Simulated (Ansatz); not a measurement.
# Run report: Ge, single-point calculation (part 1 of 2)

System: Ge (slab, 16 atoms in the cell).
Method: DFT PBE+D3(BJ), scalar-relativistic, plane waves, PAW, no spin polarisation (Ansatz 0.2.0).

The structure derives from an entry of the Crystallography Open Database. It belongs to a series of runs on one base structure; here: the slab at its places in the relaxed adsorbed structure. Figures and captions count atoms from 1; the log counts them from 0 in places.

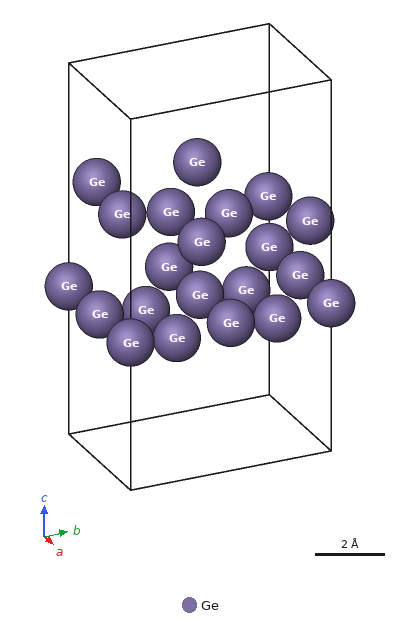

The structure as given in the input (spheres-only view of the cell of the calculation, with the vacuum cut short, seen slightly off an axis). An atom can appear more than once, as a periodic image.

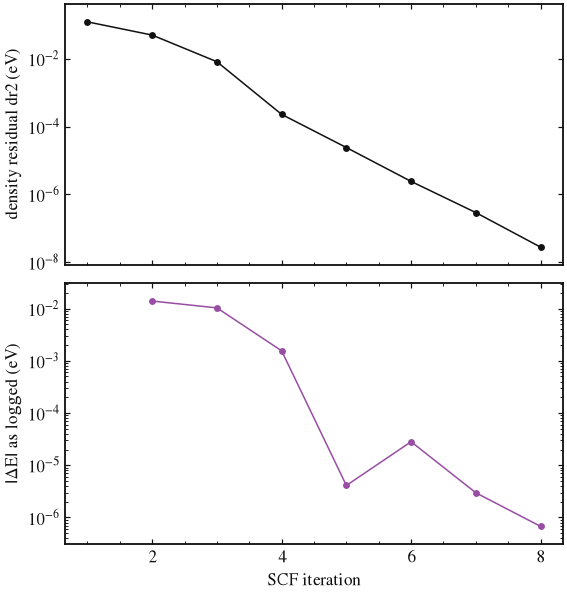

Convergence of the self-consistent field: density residual dr2 and size of the energy change against the SCF iteration. The residual falls at every step.

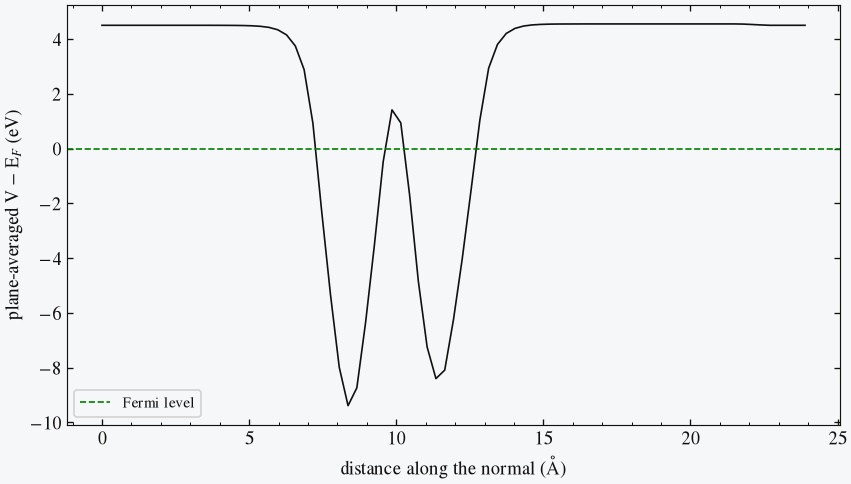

Plane average of the electrostatic potential energy of an electron across the cell, from the Fermi level. The vacuum level lies 4.55 eV above the Fermi level on the upper side and 4.50 eV on the lower.

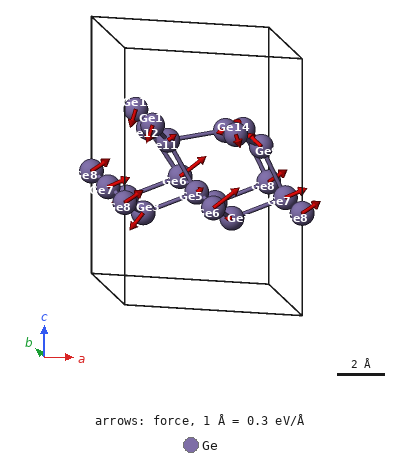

Forces on the atoms as red arrows (ball-and-stick view of the cell of the calculation, with the vacuum cut short, seen slightly off an axis; atoms are numbered from 1 in the order of the input). The largest act on Ge6 (0.43 eV/Å); Ge7, Ge8 (0.33 eV/Å); Ge10 (0.30 eV/Å); Ge3, Ge9 (0.29 eV/Å), among others. The geometry is not a stationary point of this energy.

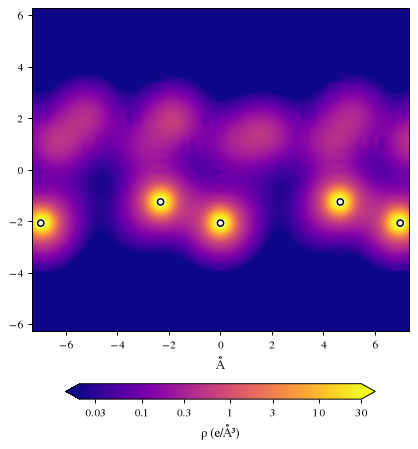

Valence pseudo-density on the (110) plane of the calculation cell, a cut from vacuum to vacuum. Circles mark the nuclei in the plane (Ge). Ge–Ge (2.47 Å): the density is about 0.49 e/Å³ at the midpoint. The density dies away to nearly zero in the vacuum. In a PAW calculation such maps are meaningful between the atoms, not at the nuclei.

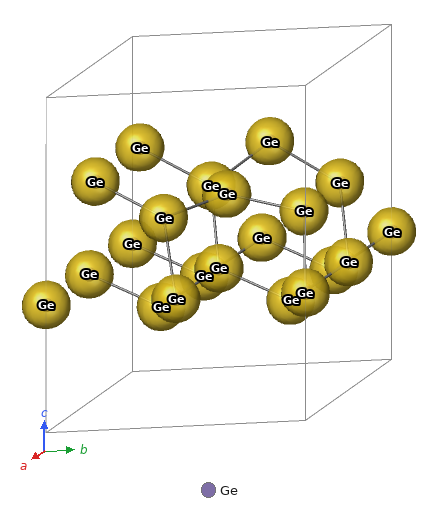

Isosurface of the valence charge density (pseudo) at 1 e/Å³ (yellow), seen slightly off an axis. Sticks mark near contacts. At this value the density breaks into separate islands; it holds about 70 % of the electrons treated as valence (semicore included). It is pinched off along the Ge–Ge (2.47 Å), Ge–Ge (2.52 Å) and Ge–Ge (2.61 Å) contacts. On the grid the lowest density along these lines, outside the cores, is 0.49 e/Å³ (Ge–Ge, 2.47 Å), 0.42 e/Å³ (Ge–Ge, 2.52 Å) and 0.35 e/Å³ (Ge–Ge, 2.61 Å).

The input and output of the run follow.

### Input file
```yaml
crystal:
  lattice:
    - [8.0601468051, 0.0, 0.0]
    - [-4.0300734025, 6.9802918914, 0.0]
    - [0.0, 0.0, 24.1908764426]
  atoms:
    - { symbol: Ge, position: [0.6666666667, 0.3333333333, 0.3307031897] }
    - { symbol: Ge, position: [0.6666666667, 0.8333333333, 0.3307031897] }
    - { symbol: Ge, position: [0.1666666667, 0.3333333333, 0.3307031897] }
    - { symbol: Ge, position: [0.1666666667, 0.8333333333, 0.3307031897] }
    - { symbol: Ge, position: [0.5, 0.5, 0.3647092039] }
    - { symbol: Ge, position: [0.5, 0.0, 0.3647092039] }
    - { symbol: Ge, position: [0.0, 0.5, 0.3647092039] }
    - { symbol: Ge, position: [0.0, 0.0, 0.3647092039] }
    - { symbol: Ge, position: [-0.1548345005, 0.4019853049, 0.4593386106] }
    - { symbol: Ge, position: [-0.1550401753, -0.0568636418, 0.4592423728] }
    - { symbol: Ge, position: [0.3199608093, 0.4102364814, 0.4594596827] }
    - { symbol: Ge, position: [0.3024860003, -0.098649657, 0.4536607915] }
    - { symbol: Ge, position: [0.6785141587, 0.5892525119, 0.4740969146] }
    - { symbol: Ge, position: [0.6391764316, 0.0696200403, 0.4952825889] }
    - { symbol: Ge, position: [0.1729758267, 0.5873569806, 0.5023061616] }
    - { symbol: Ge, position: [0.1728744689, 0.085941934, 0.5022116763] }
basis:
  ecutwfc: 420
kpoints:
  mp_grid: { grid: [3, 3, 1] }
hamiltonian:
  xc: pbe
  dispersion: d3bj
scf:
  occupations: { method: gaussian, width: 0.1 }
output:
  forces: true
  eigenvalues: true
  write_density: true
  volumetric_format: npy
efield:
  axis: 3
  dipole_correction: true
  ramp_width: 0.04
```

Command:
```bash
ansatz run input.yaml --threads 4 --pin off --max-ram 10240MiB --backend cpu --events-out ev --progress --plain --runs-dir out
```

### The program's output
```
Engine: ansatz 0.2.0, x86_64-unknown-linux-gnu
Pseudopotentials: kind: paw
Pseudopotential: Ge, paw, valence charge 14, recommended cutoff 420 eV (normal), Ge.paw.azcp
Functional definition: PBE
  parameter kappa = 0.804
  parameter beta = 0.06672455060314922
  exchange = pbe_x(kappa = kappa, mu = beta*pi^2/3)
  correlation = pbe_c(beta = beta)
Crystal: 16 atoms, lattice volume = 1361.031 Å³
Basis set: ecut = 420 eV, 26763 PW (Γ), exchange–correlation on 108×108×324 points (8 copies of the dense FFT grid, shifted against one another)
Bands: 135, of which v1, the nominal top of the filled ones, is band 112 counted from 1 (111 counted from 0)
Symmetry: 1 space group operations
Space group: P1 (ITA 1), of the structure as read, at distance tolerance 1.1e-4 Å
k-points: 5 of 9 (time reversal used)
Non-local potential: Ge, projectors of the file, l = 0: 2, l = 1: 2, l = 2: 3, l = 3: 1
PAW form: soft (Blöchl's): semilocal exchange-correlation on the pseudo side does not see the compensation charge
PAW one-centre angular grid: Ge, 590 points (default); XC on 64 Gauss nodes
Initial density: superposition of atomic densities (neutral atoms: chi_scale 0, normalization atom), corrected by the library's trained network
Initial wavefunctions: pseudopotential atomic-orbital guess
Functional: x = pbe(κ = 0.804, μ = 0.2195149727645171), c = pbe(β = 0.06672455060314922)
SCF iter   1: F=—  HF=-68717.256578 eV  |F-HF|=—  |Δ(HF+E_count)|=         —  Δρ=1.88e-3  dr2=1.22e-1  ethr=1.77e-3  p=-0.019 e·Å  D=-2.51e-3 V/Å  ΔV_dip=0.06 eV  dr2_dipole=1.92e-3  V_vac-E_F(+/−)=4.56/4.50 eV  ⟨swp⟩=6.8  Hψ=2503  notcnv=0  defer=9
efield: sawtooth ramp at fractional position 0.8965 (placed from the atoms, in the widest stretch of the axis that holds none; the zero of the levels goes with the place), width 0.0400; the density the first Hamiltonian is built on has a dipole p = -0.019 e·Å; the dipole correction subtracts the counter field D = -2.51e-3 V/Å, which shifts the + side's vacuum level by +0.06 eV against the − side's; the planar-averaged density in the ramp window peaks in size at 4.7e-6 e/Å³
preconditioner: auto → LDOS  [insulator: Δε(μ)=0.245 eV  Ē_g=21.780 eV  σ=0.100 eV  W_gap=0.92  n_scr=188 (ndim 8)  ℏωp=15.1 eV  f_vac=0.689  D(μ)=1.15/eV (n_scr^D=2)  ε∞_Penn≈1.5  β→1.0]
SCF iter   2: F=—  HF=-68717.242710 eV  |F-HF|=—  |Δ(HF+E_count)|=   1.39e-2  Δρ=1.03e-3  dr2=4.97e-2  ethr=5.45e-5  p=-0.013 e·Å  D=-1.78e-3 V/Å  ΔV_dip=0.04 eV  dr2_dipole=6.18e-4  V_vac-E_F(+/−)=4.52/4.48 eV  ⟨swp⟩=3.0  Hψ=1537  notcnv=0  defer=75
SCF iter   3: F=—  HF=-68717.232389 eV  |F-HF|=—  |Δ(HF+E_count)|=   1.03e-2  Δρ=3.54e-4  dr2=8.14e-3  ethr=2.22e-5  p=-0.015 e·Å  D=-1.95e-3 V/Å  ΔV_dip=0.05 eV  dr2_dipole=1.39e-4  V_vac-E_F(+/−)=4.55/4.51 eV  ⟨swp⟩=2.4  Hψ=1158  notcnv=0  defer=75
SCF iter   4: F=—  HF=-68717.230841 eV  |F-HF|=—  |Δ(HF+E_count)|=   1.55e-3  Δρ=8.29e-5  dr2=2.28e-4  ethr=3.63e-6  p=-0.016 e·Å  D=-2.15e-3 V/Å  ΔV_dip=0.05 eV  dr2_dipole=9.91e-9  V_vac-E_F(+/−)=4.55/4.50 eV  ⟨swp⟩=2.0  Hψ=727  notcnv=0  defer=75
SCF iter   5: F=—  HF=-68717.230837 eV  |F-HF|=—  |Δ(HF+E_count)|=   4.10e-6  Δρ=2.63e-5  dr2=2.40e-5  ethr=1.02e-7  p=-0.015 e·Å  D=-2.04e-3 V/Å  ΔV_dip=0.05 eV  dr2_dipole=1.68e-6  V_vac-E_F(+/−)=4.55/4.50 eV  ⟨swp⟩=2.0  Hψ=1039  notcnv=0  defer=75
SCF iter   6: F=—  HF=-68717.230865 eV  |F-HF|=—  |Δ(HF+E_count)|=   2.82e-5  Δρ=9.24e-6  dr2=2.41e-6  ethr=1.07e-8  p=-0.016 e·Å  D=-2.07e-3 V/Å  ΔV_dip=0.05 eV  dr2_dipole=6.95e-8  V_vac-E_F(+/−)=4.55/4.50 eV  ⟨swp⟩=3.0  Hψ=1221  notcnv=0  defer=35
SCF iter   7: F=—  HF=-68717.230868 eV  |F-HF|=—  |Δ(HF+E_count)|=   2.97e-6  Δρ=3.60e-6  dr2=2.90e-7  ethr=1.07e-9  p=-0.016 e·Å  D=-2.07e-3 V/Å  ΔV_dip=0.05 eV  dr2_dipole=9.33e-9  V_vac-E_F(+/−)=4.55/4.50 eV  ⟨swp⟩=2.0  Hψ=841  notcnv=0  defer=35
SCF iter   8: F=-68717.230869 eV  HF=-68717.230869 eV  |F-HF|=1.20e-7  |Δ(HF+E_count)|=   6.77e-7  Δρ=1.22e-6  dr2=2.78e-8  ethr=4.46e-11  p=-0.016 e·Å  D=-2.07e-3 V/Å  ΔV_dip=0.05 eV  dr2_dipole=3.80e-12  V_vac-E_F(+/−)=4.55/4.50 eV  ⟨swp⟩=14.4  Hψ=2884  notcnv=0
SCF 1 converged in 8 iterations: F = -68717.230869 eV  dr2 = 2.78e-8
  greatest PAW one-centre occupation: 0.998 electrons in one spin orbital (limit 2), on the Ge atom at site 13 (counted from 0), in its partial waves of l = 2
SCF converged after 8 iterations
Free energy (F): -68717.230869 eV
Harris-Foulkes:  -68717.230869 eV  (|F-HF|=1.20e-7)
Internal energy: -68717.225992 eV  (E = F + TS)
E sigma→0 (E₀):  -68717.228430 eV
Entropy (-TS):   -0.004877 eV (-0.305 meV/atom)
Fermi energy:    -1.127705 eV
Dipole field:    D = -0.002069 V/Å  (p = -0.015560 e·Å, saw-weighted, corrected)
Work function:   Φ+ = 4.5498 eV   Φ− = 4.4998 eV
Levels:          The Fermi level and band energies are counted from a zero that moves with the ramp; work functions are not
--- Per-component energies (eV) ---
  E_band       = -4461.504853
  E_kinetic    = 1766.035902
  E_local      = -227931.932375  (includes V_loc(G=0)·N_el)
  E_nonlocal   = 6671.947471
  E_hartree    = 110506.753689
  E_xc         = -1201.360919
  E_vxc        = -1021.802579  (∫ρ·V_xc dr)
  E_paw        = -32291.793786  (= ΣΔE_a)
  E_vpaw       = -4959.200152  (= ΣTr[D̂ρ^β])
  E_aug_tail   = 0.004881  (compensation charges beyond the density's cutoff)
  E_efield     = 0.000016  (sawtooth field / dipole correction)
  E_vefield    = -0.053795  (∫n·V_field dr)
  E_ewald      = 73766.654888
  E_disp       = -3.535758  (pairwise vdW)
  E_smearing   = -0.004877  (= −TS)
  E_closure    = 0.000000  (closes the sum)
  Σ components = -68717.230869   (vs F -68717.230869, Δ=0.00e0)
```
